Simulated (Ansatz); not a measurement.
Single-point calculation of PtSe (part 3 of 3)

Continued. System: PtSe (F-43m, 2 atoms in the cell). Method: DFT PBE+U+J, scalar-relativistic, plane waves, PAW, U = 7 eV, J = 0.9 eV on Pt atom 1 d, spin-polarised (Ansatz 0.2.0); cutoff 420 eV, 5×5×5 k-mesh, Gaussian smearing of 0.05 eV, collinear spins. The structure was built on a prototype by a generator; it need not be a known phase. It belongs to a series of runs on one base structure; here: random orbitals: harmonics, high filling.

Geometry of the input (Å; fractional positions):
```
0.0000  3.0374  3.0374
3.0374  0.0000  3.0374
3.0374  3.0374  0.0000
Pt 0.0000  0.0000  0.0000
Se 0.2500  0.2500  0.2500
```

### The program's output, continued
```
  k-point 0 ↑: bands = ["-89.2237", "-43.7966", "-43.7966", "-43.0321", "-40.0397", "-40.0392", "-40.0101", "-40.0101", "-39.9986", "-5.3068", "0.9288", "2.3652", "2.3652", "2.9796", "3.8121", "8.5721", "8.7933", "9.1999", "9.1999", "14.7808", "14.7809", "15.0029"]
  k-point 1 ↑: bands = ["-89.2238", "-43.7969", "-43.7966", "-43.0322", "-40.0399", "-40.0391", "-40.0104", "-40.0102", "-39.9985", "-5.2132", "1.0758", "2.4344", "2.4526", "3.0231", "3.7740", "6.8866", "8.5817", "8.7930", "10.1359", "14.2637", "15.2424", "15.3781"]
  k-point 2 ↑: bands = ["-89.2239", "-43.7973", "-43.7967", "-43.0324", "-40.0403", "-40.0390", "-40.0108", "-40.0104", "-39.9984", "-5.0687", "1.4342", "2.4244", "2.9623", "3.2792", "3.7528", "4.6752", "7.9643", "8.1178", "10.6268", "15.3116", "15.6601", "15.7485"]
  k-point 26 ↓: bands = ["-88.8216", "-43.1557", "-43.1552", "-42.8171", "-40.0170", "-40.0147", "-39.9978", "-39.9968", "-39.9877", "-4.7644", "2.1159", "3.4877", "3.9543", "4.4693", "4.5726", "5.6889", "6.7104", "9.0063", "12.8461", "13.6427", "17.0476", "17.8631"]
Occupation matrices written to [file]
--- Löwdin populations: 2 sites ---
  site symbol       q [e]    m [muB]
     0     Pt     17.6304     0.8169
     1     Se     16.2243     0.1893
  spilling = 0.004274 (of n_electrons = 34.000000)
--- Occupation matrices: 1 shell (run DFT+U table (all-electron-ortho-atomic); ε = 1.03e-3) ---
  Pt0 d_5D: site group Td (-43m)
  Pt0 d_5D up     Tr n = 4.8529  λ = 0.951 0.951 0.974 0.987 0.990  [2× yz 0.50 (T2 1.00) T2(1.00) | xz 1.00 (T2 1.00) T2(1.00) | x2-y2 0.75 (E 1.00) E(1.00) | z2 0.75 (E 1.00) E(1.00)]
  Pt0 d_5D dn     Tr n = 4.0646  λ = 0.253 0.921 0.921 0.985 0.986  [xz 1.00 (T2 1.00) T2(1.00) | 2× yz 0.50 (T2 1.00) T2(1.00) | 2× z2 0.50 (E 1.00) E(1.00)]
  specified occupation → Pt0 d_5D up: matrix, ‖Δ‖_F = 0.0377, Tr Δ = -0.0029, displaced = 0.0395, d_λ = 0.0377; orbital distance = 0.0000
  specified occupation → Pt0 d_5D dn: matrix, ‖Δ‖_F = 0.9956, Tr Δ = -1.1146, displaced = 0.6562, d_λ = 0.9317; orbital distance = 1.2247
  Tr n, λ and their labels are of the run-group-symmetrised matrices; stabiliser: 8 of 48 elements of G0×{1,Θ} (closed), max defect 1.1e-6 at τ = 2.2e-4
```

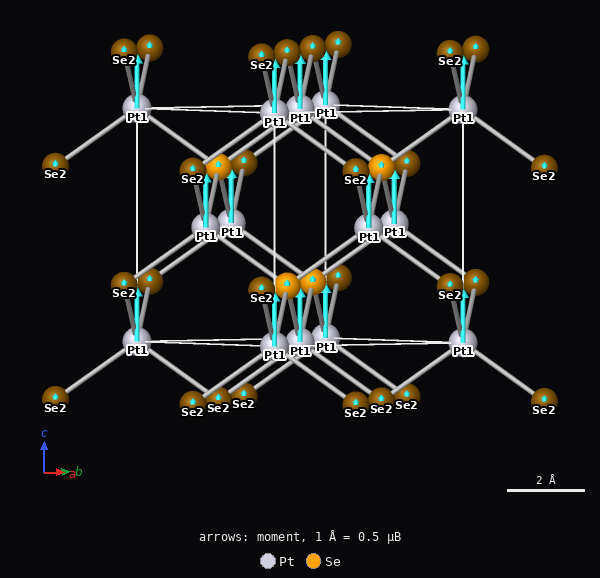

**Figure 1.** Magnetic moments of the sites as teal arrows (ball-and-stick view of the cell 4 times as large as that of the calculation, set on its symmetry axes, seen at an oblique angle; neighbours outside the cell are drawn fainter; atoms are numbered from 1 in the order of the input); small moments hardly show. The run is collinear, so the axis drawn is arbitrary. Site moments: Pt1 (0.73 μB); Se2 (0.08 μB). They are counted near the atoms and needn't add up to the moment of the cell.

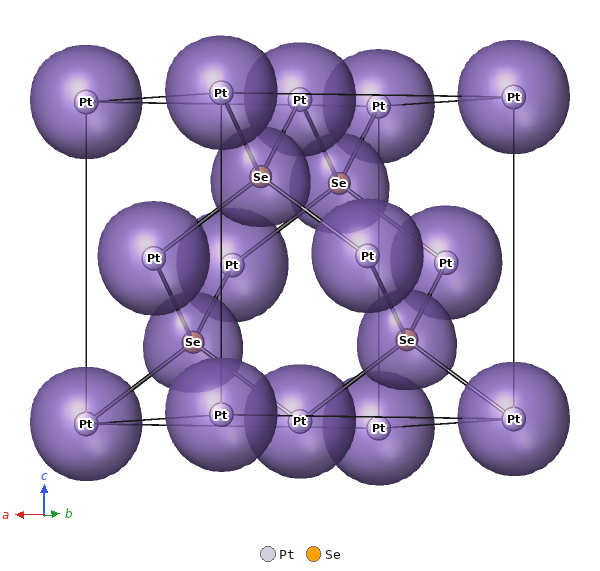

**Figure 2.** Isosurface of the valence charge density (pseudo) at 0.6 e/Å³ (purple), seen at an oblique angle. Sticks mark near contacts. The outline is the cell set on symmetry axes. At this value the density breaks into separate islands; it holds about 80 % of the electrons treated as valence (semicore included). It is pinched off along the Pt–Se (2.63 Å) contacts. On the grid the lowest density along these lines, outside the cores, is 0.44 e/Å³ (Pt–Se, 2.63 Å). In a PAW calculation such maps are meaningful between the atoms, not at the nuclei.

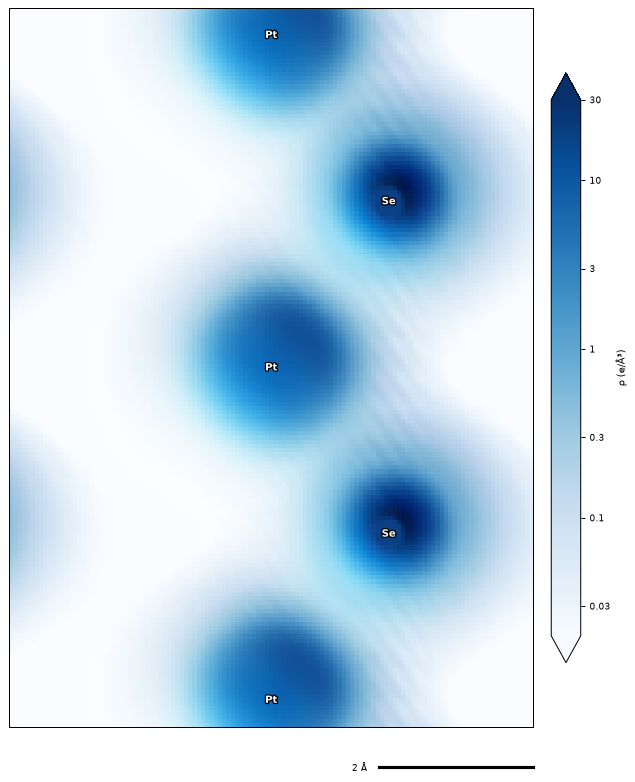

**Figure 3.** Valence pseudo-density on the (011) plane of the conventional cell. Pt–Se (2.63 Å): ρ at the midpoint is about 0.44 e/Å³. Away from the nuclei the density in this plane falls to 0.009 e/Å³ at its lowest.

### Summary

- outcome: converged
- space group (tolerance 0.01 Å): F-43m (216)
- electrons treated: 34
- free energy: −17989.0604 eV
- Fermi energy: 7.712 eV
- gap on the k-point mesh: none (metallic)
- net moment of the cell: 1.02 μB
- integrated absolute moment: 1.03 μB
- pressure: −5.56 GPa
- largest force (length of the vector): under 0.001 eV/Å
- hardware: 2 threads of Intel Xeon (Sapphire Rapids), 16 GiB of memory available, shared host
- wall time: 10 s (CPU time 19 s)
- peak memory: 0.43 GiB

### Remarks

Warnings of the run: the typed occupations were not kept; the occupation matrices lower the symmetry. Spin–orbit coupling is left out, which matters for Pt. The cell is under a tension of 5.6 GPa at this level, so it is not at its equilibrium volume.
